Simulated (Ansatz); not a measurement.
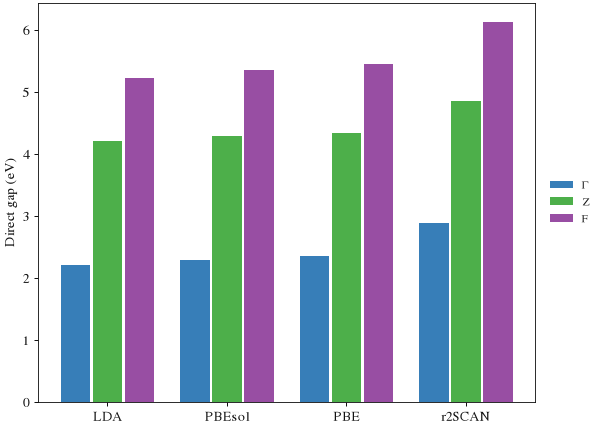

Direct gap at each named k point, by several methods on one cell of SnO2, space group R-3m (No. 166), 3 atoms in the primitive cell, volume scaled by a factor 0.96; a = 3.190 Å, c = 14.207 Å (hexagonal axes). All runs are without spin-orbit coupling and carry no moments. In reduced coordinates of the cell that was run, Z is (0.5, 0.5, 0.5) and F is (0.5, 0.5, 0). The cell is at 6 GPa in PBE. The smallest gap is indirect or lies off these points.

**Does r2SCAN open these direct gaps by one amount over PBE?**

The shifts are +0.53 eV at Γ, +0.52 eV at Z and +0.68 eV at F, and at points that aren't plotted +0.69 eV (L): over the named points that both runs hold, a spread of 0.17 eV on a mean of 0.60 eV, so one shift describes them only roughly.

**How do the methods rank at Γ?**

From low to high: LDA 2.20, PBEsol 2.28, PBE 2.35, r2SCAN 2.88 eV.

| method | program | Γ (eV) | Z (eV) | F (eV) |
| --- | --- | --- | --- | --- |
| LDA | Ansatz | 2.20 | 4.20 | 5.22 |
| PBEsol | Ansatz | 2.28 | 4.28 | 5.35 |
| PBE | Ansatz | 2.35 | 4.33 | 5.44 |
| r2SCAN | Ansatz | 2.88 | 4.85 | 6.12 |

Settings. LDA: Ansatz PAW, 10×10×10 k mesh, 420 eV cutoff, Fermi-Dirac smearing of 0.05 eV (Ansatz 0.2.0). PBEsol: Ansatz PAW, 10×10×10 k mesh, 420 eV cutoff, Fermi-Dirac smearing of 0.05 eV (Ansatz). PBE: Ansatz PAW, 10×10×10 k mesh, 420 eV cutoff, Fermi-Dirac smearing of 0.05 eV (Ansatz). r2SCAN: Ansatz PAW, 10×10×10 k mesh, 500 eV cutoff, Fermi-Dirac smearing of 0.05 eV (Ansatz).

LDA, GGA and most meta-GGA functionals understate gaps. The usual form of SnO2 is rutile. LDA, PBEsol and r2SCAN: the PAW data sets were made with another functional. Over all k points computed the smallest gap is 2.04 eV in LDA, 2.13 eV in PBEsol, 2.21 eV in PBE and 2.73 eV in r2SCAN, from the valence top at a point off the named ones to the conduction bottom at Γ. In reduced coordinates of the cell that was run, L is (0.5, 0, 0).
